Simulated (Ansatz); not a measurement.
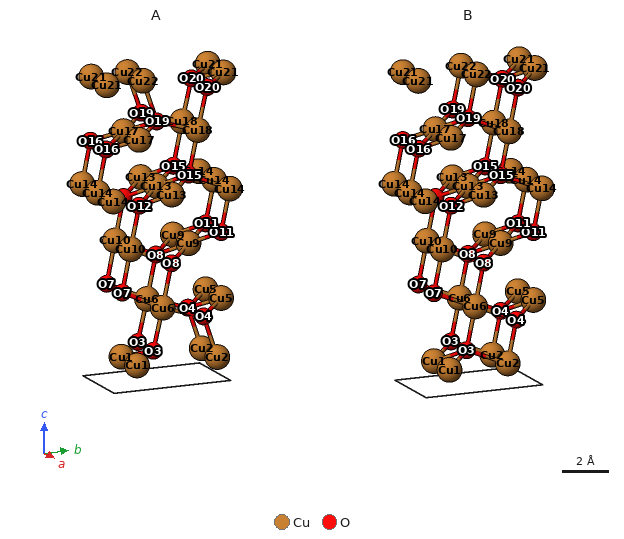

Two geometries of a slab of composition Cu$_{6}$O$_{5}$ (cut from the Cccm phase), drawn at one scale. One is the start of a relaxation, the other its converged end. A ball-and-stick model of the 2 × 1 repeat of the cell, outlined in the plane, without the vacuum (origin shifted), seen slightly off an axis.

Level of theory: DFT PBE, scalar-relativistic, plane waves, PAW (Ansatz). Settings: plane-wave cutoff 420 eV; k-point mesh 13 × 6 × 1; occupations gaussian; smearing width 0.1 eV; no spin polarisation; dipole correction; atoms relaxed in a fixed cell; force threshold 0.02 eV/Å; at most 60 steps.

Which one is relaxed?

Structure A is the relaxed one. Case: (1 1 1) slab, atoms relaxed. The slab is the (1 1 1) face of CuO. The largest moves relative to the layer's centre, 1.00 Å, are those of Cu2 and Cu22. Cu22 goes at 76° to the normal (−c side). Largest moves by element: Cu 1.00 Å, O 0.15 Å. The cell doesn't change. Among the contacts that change: Cu2–O3 1.958 → 2.897 Å, Cu1–Cu2 3.317 → 2.467 Å, Cu1–O3 1.958 → 1.879 Å, Cu18–O19 1.958 → 1.890 Å. Bonds break, among them: Cu2–O3 (1.96 → 2.90 Å), O20–Cu22 (1.96 → 2.90 Å). Bond angles that change, for instance: Cu2–O4–Cu6 97.7° → 122.3°, Cu2–O4–Cu5 115.8° → 95.4°, Cu2–O4–Cu5 115.5° → 95.3°. After 10 geometry steps the energy has fallen by 0.953 eV per cell of the calculation. The largest force component goes from 0.9 to 0.0013 eV/Å. The run took 14 min on 4 threads of INTEL(R) XEON(R) PLATINUM 8581C CPU @ 2.30GHz (Emerald Rapids) (shared host), peak memory 3.5 GiB.
